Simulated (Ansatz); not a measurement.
**Geometry relaxation, with input and output: PtTe₂ (part 1 of 2)**

The run: geometry relaxation of PtTe₂ (P-3m1, 3 atoms in the cell). Method and program: DFT PBE+D3(BJ), scalar-relativistic, plane waves, PAW, no spin polarisation (Ansatz 0.2.0).

The structure derives from an entry of the Crystallography Open Database. Figures and captions count atoms from 1; the log counts them from 0 in places.

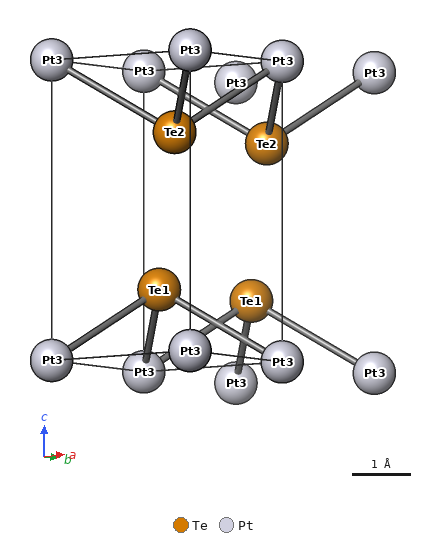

The starting structure (ball-and-stick view of the cell of the calculation, repeated 1 × 2 × 1, seen at an oblique angle; atoms are numbered from 1 in the order of the input). An atom can appear more than once, as a periodic image.

Key numbers

| quantity | value |
| --- | --- |
| outcome | converged |
| space group (tolerance 0.01 Å) | P-3m1 (164) |
| electrons treated | 50 |
| free energy | −26485.7370 eV |
| Fermi energy | 13.878 eV |
| gap on the k-point mesh | none (metallic) |
| pressure | −0.14 GPa |
| final volume | 73.02 Å³ |
| largest force (length of the vector) at the end | 0.020 eV/Å |
| final cell | a = 4.053 Å, b = 4.053 Å, c = 5.133 Å, α = 90.00°, β = 90.00°, γ = 120.00° |
| hardware | 8 threads of Arm Neoverse V1, 24 GiB of memory available, shared host |
| wall time | 3 s (CPU time 18 s) |
| peak memory | 0.47 GiB |

Notes

Spin–orbit coupling is left out, which matters for Pt.

The input
```yaml
crystal:
  lattice:
    - [4.01, 0.0, 0.0]
    - [-2.005, 3.4727618692, 0.0]
    - [0.0, 0.0, 5.201]
  atoms:
    - { symbol: Te, position: [0.3333333333, 0.6666666667, 0.25] }
    - { symbol: Te, position: [0.6666666667, 0.3333333333, 0.75] }
    - { symbol: Pt, position: [0.0, 0.0, 0.0] }
basis:
  ecutwfc: 420
kpoints:
  mp_grid: { grid: [6, 6, 4] }
hamiltonian:
  xc: pbe
  dispersion: d3bj
scf:
  occupations: { method: gaussian, width: 0.1 }
output:
  forces: true
  stress: true
  eigenvalues: true
relax:
  adjacent_minimum: "off"
  f_tol: 0.05
  max_steps: 80
  cell: { stress_tol: 0.5 }
```

Run as:
```bash
ansatz run input.yaml --threads 8 --pin off --max-ram 22528MiB --backend cpu --events-out ev --progress --plain --runs-dir out
```

Log
```
Engine: ansatz 0.2.0, aarch64-unknown-linux-gnu
Pseudopotentials: kind: paw
Pseudopotential: Te, paw, valence charge 16, recommended cutoff 420 eV (normal), Te.paw.azcp
Pseudopotential: Pt, paw, valence charge 18, recommended cutoff 420 eV (normal), Pt.paw.azcp
Functional definition: PBE
  parameter kappa = 0.804
  parameter beta = 0.06672455060314922
  exchange = pbe_x(kappa = kappa, mu = beta*pi^2/3)
  correlation = pbe_c(beta = beta)
Crystal: 3 atoms, lattice volume = 72.428 Å³
Basis set: ecut = 420 eV, 1409 PW (Γ), exchange–correlation on 54×54×72 points (8 copies of the dense FFT grid, shifted against one another)
Bands: 30, of which v1, the nominal top of the filled ones, is band 25 counted from 1 (24 counted from 0)
Symmetry: 12 space group operations
Space group: P-3m1 (ITA 164), of the structure as read, at distance tolerance 4.2e-5 Å
k-points: 24 of 144
Non-local potential: Te, projectors of the file, l = 0: 2, l = 1: 2, l = 2: 2, l = 3: 2
Non-local potential: Pt, projectors of the file, l = 0: 3, l = 1: 2, l = 2: 2, l = 3: 1
PAW form: soft (Blöchl's): semilocal exchange-correlation on the pseudo side does not see the compensation charge
PAW one-centre angular grid: Te, 590 points (default); XC on 64 Gauss nodes
PAW one-centre angular grid: Pt, 590 points (default); XC on 64 Gauss nodes
Initial density: superposition of atomic densities (neutral atoms: chi_scale 0, normalization atom), corrected by the library's trained network
Initial wavefunctions: pseudopotential atomic-orbital guess
Functional: x = pbe(κ = 0.804, μ = 0.2195149727645171), c = pbe(β = 0.06672455060314922)
SCF iter   1: F=—  HF=-26485.644976 eV  |F-HF|=—  |Δ(HF+E_count)|=         —  Δρ=2.76e-3  dr2=5.32e-3  ethr=1.77e-3  ⟨swp⟩=6.2  Hψ=3105  notcnv=0
preconditioner: auto → LDOS  [metal: Δε(μ)=0.084 eV  Ē_g=9.204 eV  σ=0.100 eV  W_gap=0.45  n_scr=22 (ndim 8)  ℏωp=20.5 eV  f_vac=0.015  D(μ)=0.70/eV (n_scr^D=2)  β→1.0]
SCF iter   2: F=—  HF=-26485.646674 eV  |F-HF|=—  |Δ(HF+E_count)|=   1.70e-3  Δρ=2.66e-3  dr2=7.08e-3  ethr=1.06e-5  ⟨swp⟩=2.0  Hψ=1524  notcnv=0  defer=1
SCF iter   3: F=—  HF=-26485.644854 eV  |F-HF|=—  |Δ(HF+E_count)|=   1.82e-3  Δρ=3.73e-4  dr2=1.09e-4  ethr=1.06e-5  ⟨swp⟩=2.0  Hψ=1271  notcnv=0  defer=1
SCF iter   4: F=—  HF=-26485.644829 eV  |F-HF|=—  |Δ(HF+E_count)|=   2.48e-5  Δρ=7.91e-5  dr2=7.85e-6  ethr=2.17e-7  ⟨swp⟩=2.0  Hψ=1273  notcnv=0  defer=1
SCF iter   5: F=—  HF=-26485.644820 eV  |F-HF|=—  |Δ(HF+E_count)|=   9.61e-6  Δρ=2.42e-5  dr2=8.05e-7  ethr=1.57e-8  ⟨swp⟩=2.0  Hψ=1208  notcnv=0  defer=1
SCF iter   6: F=-26485.644820 eV  HF=-26485.644820 eV  |F-HF|=4.04e-10  |Δ(HF+E_count)|=   1.25e-7  Δρ=4.52e-6  dr2=1.80e-8  ethr=2.00e-10  ⟨swp⟩=8.4  Hψ=3236  notcnv=0
SCF 1 converged in 6 iterations: F = -26485.644820 eV  dr2 = 1.80e-8
  greatest PAW one-centre occupation: 1.000 electrons in one spin orbital (limit 2), on the Pt atom at site 2 (counted from 0), in its partial waves of l = 0
relax step   1: F+E_penalty+E_count = -26485.64481969 eV  Δ(F+E_penalty+E_count) = +0.000e0 eV  max|allowed force component| = 1.070e0 eV/Å  Δτ_max = 0.0000 Å  P = +4.831 GPa  Ω = 72.428 Å³  (6 SCF iters, dr2 threshold 1.00e-7 eV, accepted)
Crystal: 3 atoms, lattice volume = 74.139 Å³
Basis set: ecut = 420 eV, 1433 PW (Γ), exchange–correlation on 54×54×72 points (8 copies of the dense FFT grid, shifted against one another)
Initial density: handed on by an earlier stage of this run
Initial wavefunctions: those handed on with the density
iter 1 solved again at ethr=2.40e-4 eV; its pass at ethr=3.10e-3 eV (dr2=1.20e-1 eV) is discarded
SCF iter   1: F=—  HF=-26485.578684 eV  |F-HF|=—  |Δ(HF+E_count)|=         —  Δρ=1.24e-2  dr2=1.21e-1  ethr=2.40e-4  ⟨swp⟩=1.0  Hψ=4052  notcnv=0
preconditioner: auto → Resta (q_TF=auto, 2.555 Å⁻¹)  ε∞=6.5  [insulator: Δε(μ)=0.165 eV  Ē_g=8.658 eV  σ=0.100 eV  W_gap=0.64  n_scr=22 (ndim 8)  ℏωp=20.2 eV  f_vac=0.007  D(μ)=1.52/eV (n_scr^D=8)  ε∞_Penn≈6.5]
SCF iter   2: F=—  HF=-26485.566915 eV  |F-HF|=—  |Δ(HF+E_count)|=   1.18e-2  Δρ=6.44e-3  dr2=2.82e-2  ethr=2.40e-4  ⟨swp⟩=1.1  Hψ=723  notcnv=0
SCF iter   3: F=—  HF=-26485.565515 eV  |F-HF|=—  |Δ(HF+E_count)|=   1.40e-3  Δρ=1.05e-3  dr2=8.48e-4  ethr=5.64e-5  ⟨swp⟩=2.0  Hψ=845  notcnv=0
SCF iter   4: F=—  HF=-26485.565616 eV  |F-HF|=—  |Δ(HF+E_count)|=   1.01e-4  Δρ=2.51e-4  dr2=4.94e-5  ethr=1.70e-6  ⟨swp⟩=2.0  Hψ=986  notcnv=0
SCF iter   5: F=—  HF=-26485.565646 eV  |F-HF|=—  |Δ(HF+E_count)|=   3.08e-5  Δρ=8.39e-5  dr2=7.03e-6  ethr=9.88e-8  ⟨swp⟩=2.0  Hψ=1274  notcnv=0
SCF iter   6: F=—  HF=-26485.565649 eV  |F-HF|=—  |Δ(HF+E_count)|=   2.25e-6  Δρ=2.78e-5  dr2=6.71e-7  ethr=1.41e-8  ⟨swp⟩=2.0  Hψ=1227  notcnv=0
SCF iter   7: F=-26485.565649 eV  HF=-26485.565649 eV  |F-HF|=5.02e-8  |Δ(HF+E_count)|=   6.21e-7  Δρ=8.04e-6  dr2=7.81e-8  ethr=6.00e-10  ⟨swp⟩=6.9  Hψ=3111  notcnv=0
SCF 2 converged in 7 iterations: F = -26485.565649 eV  dr2 = 7.81e-8
relax step   2: F+E_penalty+E_count = -26485.56564910 eV  Δ(F+E_penalty+E_count) = +7.917e-2 eV  max|allowed force component| = 1.117e0 eV/Å  Δτ_max = 0.1946 Å  P = -4.798 GPa  Ω = 74.139 Å³  energy of the carried Pulay correction = -4.587e-4 eV  (7 SCF iters, dr2 threshold 3.00e-7 eV, rejected (line search))
Crystal: 3 atoms, lattice volume = 72.941 Å³
iter 1 solved again at ethr=7.61e-5 eV; its pass at ethr=3.10e-3 eV (dr2=3.80e-2 eV) is discarded
SCF iter   1: F=—  HF=-26485.737913 eV  |F-HF|=—  |Δ(HF+E_count)|=         —  Δρ=7.16e-3  dr2=3.83e-2  ethr=7.61e-5  ⟨swp⟩=1.0  Hψ=3796  notcnv=0
preconditioner: auto → Resta (q_TF=auto, 2.562 Å⁻¹)  ε∞=6.2  [insulator: Δε(μ)=0.112 eV  Ē_g=8.918 eV  σ=0.100 eV  W_gap=0.56  n_scr=22 (ndim 8)  ℏωp=20.4 eV  f_vac=0.009  D(μ)=0.83/eV (n_scr^D=2)  ε∞_Penn≈6.2]
SCF iter   2: F=—  HF=-26485.733423 eV  |F-HF|=—  |Δ(HF+E_count)|=   4.49e-3  Δρ=3.58e-3  dr2=8.53e-3  ethr=7.61e-5  ⟨swp⟩=1.0  Hψ=720  notcnv=0
preconditioner: auto → Kerker (q_TF=auto, 2.562 Å⁻¹)  [metal: Δε(μ)=0.087 eV  Ē_g=8.929 eV  σ=0.100 eV  W_gap=0.45  n_scr=22 (ndim 8)  ℏωp=20.4 eV  f_vac=0.008  D(μ)=0.91/eV (n_scr^D=2)]
SCF iter   3: F=—  HF=-26485.732703 eV  |F-HF|=—  |Δ(HF+E_count)|=   7.20e-4  Δρ=6.57e-4  dr2=2.82e-4  ethr=1.71e-5  ⟨swp⟩=2.0  Hψ=839  notcnv=0
SCF iter   4: F=—  HF=-26485.732705 eV  |F-HF|=—  |Δ(HF+E_count)|=   2.15e-6  Δρ=1.61e-4  dr2=2.17e-5  ethr=5.64e-7  ⟨swp⟩=2.0  Hψ=985  notcnv=0
SCF iter   5: F=—  HF=-26485.732733 eV  |F-HF|=—  |Δ(HF+E_count)|=   2.78e-5  Δρ=5.81e-5  dr2=3.94e-6  ethr=4.34e-8  ⟨swp⟩=3.0  Hψ=1344  notcnv=0
SCF iter   6: F=—  HF=-26485.732731 eV  |F-HF|=—  |Δ(HF+E_count)|=   1.36e-6  Δρ=2.38e-5  dr2=5.74e-7  ethr=7.89e-9  ⟨swp⟩=2.4  Hψ=1171  notcnv=0
SCF iter   7: F=—  HF=-26485.732732 eV  |F-HF|=—  |Δ(HF+E_count)|=   2.66e-7  Δρ=7.13e-6  dr2=6.42e-8  ethr=1.15e-9  ⟨swp⟩=2.0  Hψ=972  notcnv=0
SCF iter   8: F=—  HF=-26485.732732 eV  |F-HF|=—  |Δ(HF+E_count)|=   7.24e-9  Δρ=1.86e-6  dr2=5.41e-9  ethr=1.28e-10  ⟨swp⟩=2.0  Hψ=903  notcnv=0
SCF iter   9: F=-26485.732732 eV  HF=-26485.732732 eV  |F-HF|=6.18e-11  |Δ(HF+E_count)|=  5.68e-10  Δρ=6.60e-7  dr2=6.71e-10  ethr=6.00e-12  ⟨swp⟩=5.0  Hψ=2370  notcnv=0
SCF 3 converged in 9 iterations: F = -26485.732732 eV  dr2 = 6.71e-10
relax step   3: F+E_penalty+E_count = -26485.73273172 eV  Δ(F+E_penalty+E_count) = -8.791e-2 eV  max|allowed force component| = 2.168e-1 eV/Å  Δτ_max = 0.0957 Å  P = -0.641 GPa  Ω = 72.941 Å³  energy of the carried Pulay correction = -1.388e-4 eV  (9 SCF iters, accepted)
Crystal: 3 atoms, lattice volume = 73.018 Å³
iter 1 solved again at ethr=1.51e-6 eV; its pass at ethr=3.10e-3 eV (dr2=7.54e-4 eV) is discarded
SCF iter   1: F=—  HF=-26485.736872 eV  |F-HF|=—  |Δ(HF+E_count)|=         —  Δρ=1.24e-3  dr2=7.14e-4  ethr=1.51e-6  ⟨swp⟩=2.0  Hψ=4086  notcnv=0
preconditioner: auto → LDOS  [insulator: Δε(μ)=0.142 eV  Ē_g=8.967 eV  σ=0.100 eV  W_gap=0.66  n_scr=22 (ndim 8)  ℏωp=20.4 eV  f_vac=0.010  D(μ)=0.78/eV (n_scr^D=2)  ε∞_Penn≈6.2  β→1.0]
SCF iter   2: F=—  HF=-26485.736902 eV  |F-HF|=—  |Δ(HF+E_count)|=   2.98e-5  Δρ=6.11e-4  dr2=5.68e-4  ethr=1.43e-6  ⟨swp⟩=2.0  Hψ=1300  notcnv=0
preconditioner: auto → Resta (q_TF=auto, 2.561 Å⁻¹)  ε∞=6.2  [insulator: Δε(μ)=0.134 eV  Ē_g=8.972 eV  σ=0.100 eV  W_gap=0.63  n_scr=22 (ndim 8)  ℏωp=20.4 eV  f_vac=0.010  D(μ)=0.82/eV (n_scr^D=2)  ε∞_Penn≈6.2  β→0.5]
SCF iter   3: F=—  HF=-26485.736787 eV  |F-HF|=—  |Δ(HF+E_count)|=   1.15e-4  Δρ=2.13e-4  dr2=1.91e-5  ethr=1.14e-6  ⟨swp⟩=2.0  Hψ=892  notcnv=0
SCF iter   4: F=—  HF=-26485.736813 eV  |F-HF|=—  |Δ(HF+E_count)|=   2.56e-5  Δρ=5.07e-5  dr2=1.34e-6  ethr=3.82e-8  ⟨swp⟩=2.3  Hψ=1084  notcnv=0
iter 5 did not close the SCF: its close was put off for the readings that it lacked (scf_convergence_deferred on its scf_iter line)
SCF iter   5: F=-26485.736813 eV  HF=-26485.736813 eV  |F-HF|=1.26e-8  |Δ(HF+E_count)|=   4.01e-7  Δρ=6.39e-6  dr2=3.03e-8  ethr=2.69e-9  ⟨swp⟩=2.0  Hψ=928  notcnv=0
SCF iter   6: F=-26485.736813 eV  HF=-26485.736813 eV  |F-HF|=9.68e-10  |Δ(HF+E_count)|=   2.05e-8  Δρ=1.48e-6  dr2=1.69e-9  ethr=6.06e-11  ⟨swp⟩=2.8  Hψ=2692  notcnv=0
SCF 4 converged in 6 iterations: F = -26485.736813 eV  dr2 = 1.69e-9
relax step   4: F+E_penalty+E_count = -26485.73681309 eV  Δ(F+E_penalty+E_count) = -4.081e-3 eV  max|allowed force component| = 2.002e-2 eV/Å  Δτ_max = 0.0205 Å  P = -0.136 GPa  Ω = 73.018 Å³  energy of the carried Pulay correction = -1.595e-4 eV  (6 SCF iters, dr2 threshold 3.00e-7 eV, accepted)
Basis set: ecut = 420 eV, 1409 PW (Γ), exchange–correlation on 60×60×72 points (8 copies of the dense FFT grid, shifted against one another)
Initial wavefunctions: pseudopotential atomic-orbital guess (no wavefunctions were taken with the density)
iter 1 solved again at ethr=7.93e-8 eV; its pass at ethr=3.10e-3 eV (dr2=3.97e-5 eV) is discarded
SCF iter   1: F=—  HF=-26485.736731 eV  |F-HF|=—  |Δ(HF+E_count)|=         —  Δρ=1.74e-4  dr2=5.50e-7  ethr=7.93e-8  ⟨swp⟩=4.0  Hψ=4939  notcnv=0
preconditioner: auto → Resta (q_TF=auto, 2.561 Å⁻¹)  ε∞=6.2  [insulator: Δε(μ)=0.138 eV  Ē_g=8.969 eV  σ=0.100 eV  W_gap=0.65  n_scr=22 (ndim 8)  ℏωp=20.4 eV  f_vac=0.009  D(μ)=0.80/eV (n_scr^D=2)  ε∞_Penn≈6.2]
SCF iter   2: F=—  HF=-26485.736930 eV  |F-HF|=—  |Δ(HF+E_count)|=   1.99e-4  Δρ=8.80e-5  dr2=1.38e-7  ethr=1.10e-9  ⟨swp⟩=2.5  Hψ=1276  notcnv=0
iter 3 did not close the SCF: its close was put off for the readings that it lacked (scf_convergence_deferred on its scf_iter line)
SCF iter   3: F=-26485.736992 eV  HF=-26485.736992 eV  |F-HF|=2.71e-8  |Δ(HF+E_count)|=   6.26e-5  Δρ=2.05e-6  dr2=3.95e-10  ethr=2.76e-10  ⟨swp⟩=2.0  Hψ=920  notcnv=0
iter 4 did not close the SCF: its close was put off for the readings that it lacked (scf_convergence_deferred on its scf_iter line)
SCF iter   4: F=-26485.736992 eV  HF=-26485.736992 eV  |F-HF|=4.37e-11  |Δ(HF+E_count)|=   2.72e-8  Δρ=3.08e-7  dr2=5.95e-11  ethr=1.00e-12  ⟨swp⟩=2.1  Hψ=1323  notcnv=0
iter 5 did not close the SCF: its close was put off for the readings that it lacked (scf_convergence_deferred on its scf_iter line)
SCF iter   5: F=-26485.736992 eV  HF=-26485.736992 eV  |F-HF|=7.28e-12  |Δ(HF+E_count)|=  5.09e-11  Δρ=9.12e-8  dr2=9.00e-12  ethr=1.00e-12  ⟨swp⟩=1.1  Hψ=729  notcnv=0
iter 6 did not close the SCF: its close was put off for the readings that it lacked (scf_convergence_deferred on its scf_iter line)
SCF iter   6: F=-26485.736992 eV  HF=-26485.736992 eV  |F-HF|=3.64e-12  |Δ(HF+E_count)|=  1.09e-11  Δρ=3.03e-8  dr2=7.03e-13  ethr=1.00e-12  ⟨swp⟩=1.0  Hψ=720  notcnv=0
SCF iter   7: F=-26485.736992 eV  HF=-26485.736992 eV  |F-HF|=7.28e-12  |Δ(HF+E_count)|=  3.64e-12  Δρ=5.81e-9  dr2=3.87e-14  ethr=1.00e-12  ⟨swp⟩=1.8  Hψ=1710  notcnv=0
SCF 5 converged in 7 iterations: F = -26485.736992 eV  dr2 = 3.87e-14
relax step   5: F+E_penalty+E_count = -26485.73699235 eV  Δ(F+E_penalty+E_count) = -1.793e-4 eV  max|allowed force component| = 1.996e-2 eV/Å  Δτ_max = 0.0000 Å  P = -0.138 GPa  Ω = 73.018 Å³  stress off target by 2.05e-1 GPa  SCF on the basis re-selected at this cell (its energy is not comparable with the rows above)  (7 SCF iters)
```
